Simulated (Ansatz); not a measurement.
# Single-point calculation of Hf₆HO₁₃ (part 2 of 2)

Hf₆HO₁₃ (slab, 40 atoms in the cell); DFT PBE+D3(BJ), scalar-relativistic, plane waves, PAW, no spin polarisation (Ansatz 0.2.0); cutoff 420 eV, 3×3×1 k-mesh, Gaussian smearing of 0.05 eV. The structure derives from an entry of the Crystallography Open Database. It belongs to a series of runs on one base structure; here: the whole at its places in the relaxed adsorbed structure.

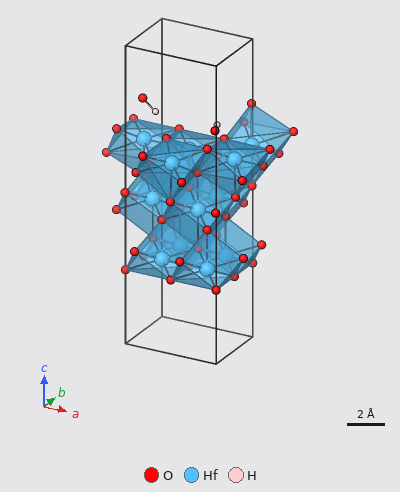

The structure as given in the input (polyhedral view of the cell of the calculation, with the vacuum cut short, seen slightly off an axis; polyhedra are completed across the faces of the cell). An atom can appear more than once, as a periodic image.

**Log, continued**
```
  k-point 0: bands = ["-60.0020", "-59.9933", "-59.9881", "-59.9592", "-59.9486", "-59.9359", "-59.8996", "-59.8561", "-59.8142", "-59.7367", ... 72 levels left out ..., "-9.9087", "-9.8963", "-9.8949", "-9.8837", "-9.8789", "-9.8774", "-9.8675", "-9.8585", "-9.8529", "-9.8526", "-9.8494", "-9.8479", "-9.8401", "-9.8393", "-9.8389", "-9.8353", "-9.8326", "-9.8318", "-9.8276", "-9.8239", "-9.8232", "-9.8176", "-9.8164", "-9.8130", "-9.8110", "-9.8080", "-9.8055", "-9.8028", "-9.7999",
      "-9.7971", "-9.7923", "-9.7789", "-9.7720", "-9.7713", "-9.7664", "-9.7655", "-9.7590", "-9.7583", "-9.7572", "-9.7534", "-9.7498", "-9.7453", "-9.7420", "-9.7384", "-9.7340", "-9.7146", "-9.7063", "-9.7003", "-9.6798", "-9.6751", "-9.6746", "-9.6726", "-9.6633", "-9.6594", "-9.6502", "-9.6497", "-9.6390", "-9.6349", "-9.6312", "-9.6251", "-9.6205", "-9.6163", "-9.6017", "-9.5978", "-9.5881", "-9.5824", "-9.5760", "-9.5594", "-9.5521",
      "-9.5401", "-9.5294", "-9.5179", "-9.5040", "-9.5003", "-9.4716", "-9.4303", "-6.2191", "-5.1132", "-4.8982", "-4.8946", "-4.7847", "-4.0299", "-4.0227", "-3.7630", "-3.6843", "-3.6028", "-3.5090", "-3.3641", "-3.2566", "-3.2395", "-3.1875", "-3.0990", "-3.0416", "-3.0198", "-3.0147", "-3.0048", "-2.9251", "-2.8669", "-2.6906", "-2.6851", "-2.6289", "-2.6077", "-2.5770", "-2.5429", "-2.3705", "-2.2524", "-2.1939", "-2.1149", "-1.5969",
      "-1.3376", "-1.2784", "-1.2756", "-1.1201", "-1.0846", "-0.9546", "-0.9382", "-0.9376", "-0.9350", "-0.9049", "-0.7160", "-0.6729", "-0.6547", "-0.6123", "-0.5850", "-0.5683", "-0.5378", "-0.5078", "-0.4921", "-0.4301", "-0.4292", "-0.4056", "-0.3503", "-0.3146", "-0.2924", "-0.1725", "-0.1221", "-0.0714", "-0.0556", "0.0415", "0.0773", "0.1959", "0.3448", "0.3633", "0.4012", "0.5020", "0.5859", "0.6367", "0.6653", "0.6910",
      "0.8727", "0.9055", "0.9866", "1.0858", "5.1848", "5.2068", "5.2419", "5.2606", "5.3214", "5.4217", "5.5863", "5.6016", "5.6349", "5.6371", "5.6525", "5.6828", "5.7288", "5.8077", "5.9006", "5.9229", "5.9509", "6.0010", "6.1334", "6.2469", "6.2878", "6.3090", "6.3914", "6.4637", "6.5658", "6.6119", "6.6315", "6.6382", "6.6681", "6.6934", "7.0646", "7.0878", "7.3951", "7.7430", "8.0203", "8.1273",
      "8.1392", "8.1922", "8.1993", "8.2578", "8.2814", "8.3312", "8.3873", "8.4372", "8.5012", "8.5748", "8.6317"]
  k-point 1: bands = ["-60.0014", "-59.9930", "-59.9890", "-59.9590", "-59.9485", "-59.9361", "-59.8997", "-59.8561", "-59.8142", "-59.7365", ... 72 levels left out ..., "-9.9077", "-9.8945", "-9.8936", "-9.8823", "-9.8795", "-9.8774", "-9.8696", "-9.8636", "-9.8535", "-9.8528", "-9.8491", "-9.8474", "-9.8402", "-9.8386", "-9.8380", "-9.8332", "-9.8312", "-9.8302", "-9.8260", "-9.8236", "-9.8221", "-9.8207", "-9.8162", "-9.8155", "-9.8141", "-9.8083", "-9.8043", "-9.8016", "-9.8002",
      "-9.7966", "-9.7899", "-9.7759", "-9.7747", "-9.7731", "-9.7696", "-9.7684", "-9.7632", "-9.7601", "-9.7582", "-9.7541", "-9.7507", "-9.7461", "-9.7443", "-9.7413", "-9.7342", "-9.7222", "-9.7138", "-9.7016", "-9.6812", "-9.6785", "-9.6761", "-9.6749", "-9.6648", "-9.6603", "-9.6523", "-9.6498", "-9.6398", "-9.6350", "-9.6297", "-9.6253", "-9.6199", "-9.6181", "-9.6072", "-9.6000", "-9.5959", "-9.5836", "-9.5755", "-9.5600", "-9.5488",
      "-9.5412", "-9.5334", "-9.5243", "-9.5070", "-9.5048", "-9.4735", "-9.4481", "-6.2186", "-5.0439", "-4.4725", "-4.4521", "-4.3489", "-3.8128", "-3.7727", "-3.6503", "-3.6215", "-3.5940", "-3.4767", "-3.4229", "-3.3842", "-3.3178", "-3.2935", "-3.2144", "-3.1490", "-3.1206", "-3.0625", "-2.9905", "-2.7720", "-2.7613", "-2.7143", "-2.6362", "-2.6170", "-2.5734", "-2.4933", "-2.4363", "-2.3768", "-2.3178", "-2.3083", "-2.0792", "-1.7265",
      "-1.7026", "-1.6792", "-1.5074", "-1.4796", "-1.4049", "-1.3623", "-1.3198", "-1.1491", "-1.0924", "-1.0653", "-0.9451", "-0.8702", "-0.8265", "-0.7465", "-0.6985", "-0.6577", "-0.5853", "-0.5477", "-0.5313", "-0.4535", "-0.3270", "-0.2687", "-0.1837", "-0.1218", "-0.0366", "-0.0109", "0.0675", "0.0943", "0.1242", "0.1467", "0.1721", "0.2547", "0.2772", "0.3146", "0.3854", "0.5058", "0.5711", "0.5951", "0.6403", "0.6786",
      "0.8047", "0.8306", "0.9100", "1.0856", "5.3426", "5.3925", "5.4234", "5.4948", "5.5624", "5.6373", "5.6428", "5.6560", "5.6834", "5.7216", "5.8294", "5.8550", "5.9030", "5.9412", "5.9678", "5.9877", "6.1260", "6.1477", "6.2385", "6.2534", "6.2728", "6.3312", "6.4118", "6.4572", "6.4897", "6.5042", "6.6056", "6.6658", "6.7217", "6.7983", "7.1229", "7.1736", "7.7326", "7.8905", "8.1199", "8.1573",
      "8.2287", "8.2701", "8.2862", "8.3320", "8.3911", "8.4922", "8.6024", "8.6356", "8.7350", "8.8041", "8.9131"]
  k-point 2: bands = ["-60.0010", "-59.9942", "-59.9882", "-59.9587", "-59.9490", "-59.9361", "-59.8996", "-59.8561", "-59.8142", "-59.7367", ... 72 levels left out ..., "-9.9073", "-9.8940", "-9.8928", "-9.8862", "-9.8808", "-9.8760", "-9.8672", "-9.8632", "-9.8535", "-9.8532", "-9.8472", "-9.8447", "-9.8386", "-9.8365", "-9.8341", "-9.8335", "-9.8326", "-9.8291", "-9.8274", "-9.8251", "-9.8234", "-9.8197", "-9.8193", "-9.8173", "-9.8167", "-9.8132", "-9.8058", "-9.8026", "-9.8006",
      "-9.7981", "-9.7927", "-9.7752", "-9.7747", "-9.7717", "-9.7682", "-9.7675", "-9.7627", "-9.7588", "-9.7577", "-9.7538", "-9.7498", "-9.7455", "-9.7440", "-9.7410", "-9.7339", "-9.7179", "-9.7134", "-9.6964", "-9.6806", "-9.6791", "-9.6761", "-9.6751", "-9.6649", "-9.6623", "-9.6522", "-9.6504", "-9.6403", "-9.6369", "-9.6312", "-9.6249", "-9.6223", "-9.6187", "-9.6112", "-9.6016", "-9.5906", "-9.5844", "-9.5743", "-9.5598", "-9.5461",
      "-9.5413", "-9.5317", "-9.5223", "-9.5083", "-9.5063", "-9.4730", "-9.4497", "-6.2150", "-5.0386", "-4.4731", "-4.4646", "-4.3446", "-3.8161", "-3.7726", "-3.6594", "-3.6007", "-3.5922", "-3.5289", "-3.3997", "-3.3916", "-3.3179", "-3.2804", "-3.1959", "-3.1589", "-3.1171", "-3.0568", "-2.9901", "-2.8009", "-2.7369", "-2.7120", "-2.6671", "-2.6450", "-2.6047", "-2.4772", "-2.4447", "-2.3619", "-2.3241", "-2.2682", "-2.0935", "-1.7876",
      "-1.7073", "-1.6693", "-1.5042", "-1.4805", "-1.4063", "-1.3704", "-1.3185", "-1.1721", "-1.0766", "-0.9704", "-0.9283", "-0.8822", "-0.8412", "-0.7938", "-0.7001", "-0.6238", "-0.5851", "-0.5292", "-0.4933", "-0.4418", "-0.2823", "-0.2248", "-0.1945", "-0.1524", "-0.0510", "0.0148", "0.0543", "0.1006", "0.1280", "0.1576", "0.1920", "0.2158", "0.2304", "0.2753", "0.4058", "0.5083", "0.5334", "0.6034", "0.6639", "0.6736",
      "0.7850", "0.8423", "0.9451", "1.0676", "5.3436", "5.3788", "5.4505", "5.4781", "5.5301", "5.6205", "5.6423", "5.6574", "5.6966", "5.7420", "5.8185", "5.8524", "5.9017", "5.9283", "5.9488", "6.0678", "6.0905", "6.1822", "6.1934", "6.2514", "6.2811", "6.3159", "6.3867", "6.4480", "6.4811", "6.5345", "6.5750", "6.6795", "6.7022", "6.7852", "7.1404", "7.2536", "7.7421", "7.8898", "8.1668", "8.1986",
      "8.2314", "8.2591", "8.2984", "8.3354", "8.3961", "8.5223", "8.5829", "8.6564", "8.7091", "8.8156", "8.8401"]
  k-point 4: bands = ["-60.0012", "-59.9935", "-59.9886", "-59.9587", "-59.9489", "-59.9361", "-59.8996", "-59.8561", "-59.8142", "-59.7365", ... 72 levels left out ..., "-9.9072", "-9.8941", "-9.8929", "-9.8840", "-9.8808", "-9.8763", "-9.8684", "-9.8635", "-9.8533", "-9.8529", "-9.8475", "-9.8454", "-9.8395", "-9.8376", "-9.8338", "-9.8329", "-9.8316", "-9.8297", "-9.8262", "-9.8247", "-9.8232", "-9.8208", "-9.8185", "-9.8170", "-9.8162", "-9.8123", "-9.8055", "-9.8037", "-9.8014",
      "-9.7979", "-9.7895", "-9.7795", "-9.7749", "-9.7725", "-9.7663", "-9.7653", "-9.7629", "-9.7598", "-9.7573", "-9.7538", "-9.7500", "-9.7464", "-9.7432", "-9.7412", "-9.7343", "-9.7187", "-9.7136", "-9.7011", "-9.6806", "-9.6783", "-9.6770", "-9.6757", "-9.6637", "-9.6621", "-9.6525", "-9.6492", "-9.6394", "-9.6345", "-9.6303", "-9.6249", "-9.6198", "-9.6166", "-9.6096", "-9.6006", "-9.5964", "-9.5817", "-9.5704", "-9.5621", "-9.5539",
      "-9.5413", "-9.5334", "-9.5237", "-9.5071", "-9.5050", "-9.4734", "-9.4474", "-6.2134", "-5.0531", "-4.4754", "-4.4445", "-4.3509", "-3.8148", "-3.7717", "-3.6500", "-3.6193", "-3.5891", "-3.4519", "-3.4165", "-3.3813", "-3.3334", "-3.3078", "-3.2043", "-3.1530", "-3.1167", "-3.0875", "-2.9858", "-2.7948", "-2.7692", "-2.7105", "-2.6569", "-2.6202", "-2.5857", "-2.4829", "-2.4430", "-2.3917", "-2.3248", "-2.2725", "-2.0908", "-1.7451",
      "-1.7149", "-1.6676", "-1.4933", "-1.4761", "-1.4169", "-1.3671", "-1.3141", "-1.1654", "-1.0775", "-1.0017", "-0.9371", "-0.8895", "-0.8263", "-0.7627", "-0.7014", "-0.6503", "-0.5907", "-0.5301", "-0.5063", "-0.4574", "-0.3057", "-0.2639", "-0.1935", "-0.1362", "-0.0499", "-0.0040", "0.0780", "0.1026", "0.1375", "0.1561", "0.1960", "0.2353", "0.2404", "0.3089", "0.3671", "0.5253", "0.5671", "0.6033", "0.6391", "0.6861",
      "0.7665", "0.8574", "0.9344", "1.0747", "5.3335", "5.3679", "5.4565", "5.4949", "5.5313", "5.5974", "5.6413", "5.6653", "5.7052", "5.7334", "5.8182", "5.8460", "5.9027", "5.9339", "5.9614", "5.9966", "6.1257", "6.1812", "6.2323", "6.2521", "6.2695", "6.3163", "6.3711", "6.4459", "6.4828", "6.5202", "6.5816", "6.6700", "6.7039", "6.8112", "7.1177", "7.2646", "7.7422", "7.8934", "8.1471", "8.1909",
      "8.2441", "8.2708", "8.2877", "8.3218", "8.3794", "8.5026", "8.6143", "8.6699", "8.7373", "8.8267", "8.8863"]
```

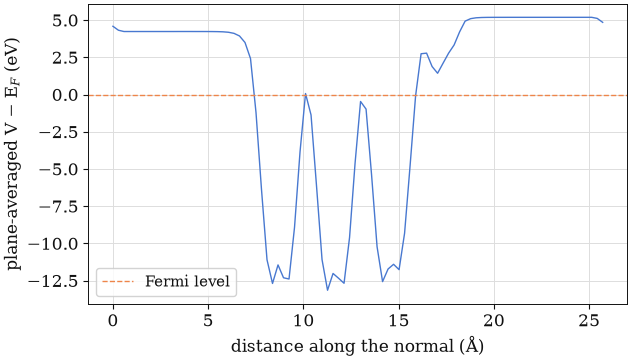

Plane average of the electrostatic potential energy of an electron across the cell, from the Fermi level. The vacuum level lies 5.19 eV above the Fermi level on the upper side and 4.23 eV on the lower.

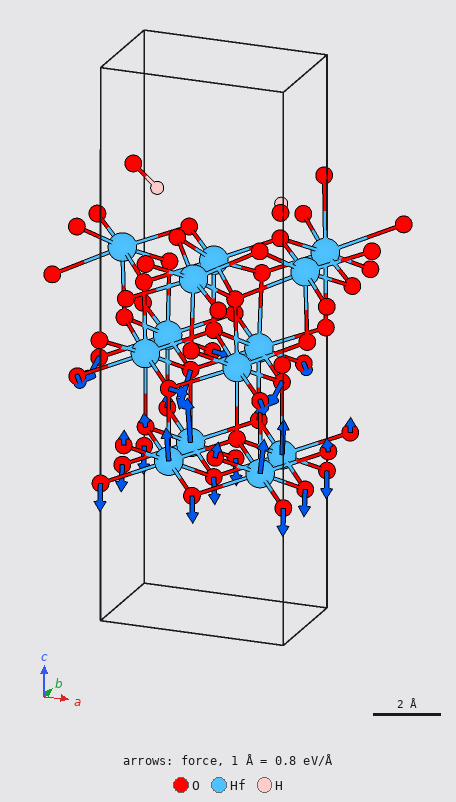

Forces on the atoms as blue arrows (ball-and-stick view of the cell of the calculation, with the vacuum cut short, seen slightly off an axis; bonded neighbours outside the cell are drawn too); the smallest are left out. The largest act on Hf6 (1.10 eV/Å); O15 (1.01 eV/Å); Hf8 (0.88 eV/Å); Hf7 (0.86 eV/Å), among others. Atoms are counted from 1 in the order of the input and aren't labelled in the picture. The geometry is not a stationary point of this energy.

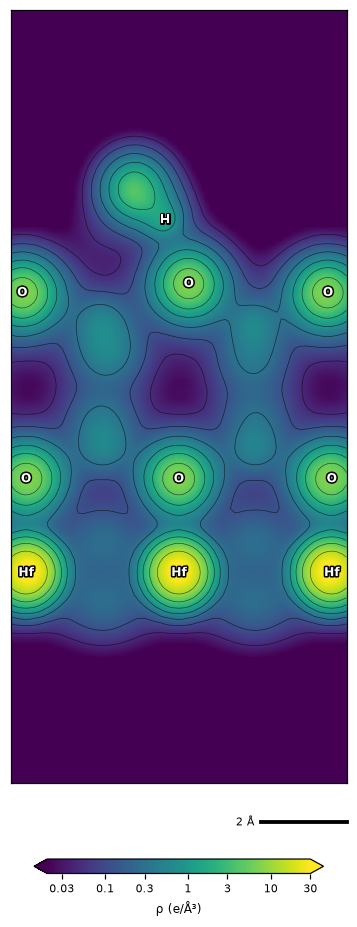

Valence pseudo-density on the (11̄0) plane of the calculation cell, a cut from vacuum to vacuum. Atoms in the plane: Hf, O and H. Hf–O (2.20 Å): the density is about 0.57 e/Å³ at the midpoint. The density dies away to nearly zero in the vacuum. The fields are those of the smooth PAW valence density.

**Results in brief**

| quantity | value |
| --- | --- |
| outcome | converged |
| electrons treated | 470 |
| free energy | −203502.7066 eV |
| work function, top face | 5.19 eV |
| work function, bottom face | 4.23 eV |
| Fermi energy | 3.136 eV |
| gap on the k-point mesh | 4.10 eV |
| work function (upper face) | 5.19 eV |
| largest force (length of the vector) | 1.105 eV/Å |
| wall time | 96 s (CPU time 6.3 min) |
| peak memory | 5.9 GiB |

Spin–orbit coupling is left out, which matters for Hf.
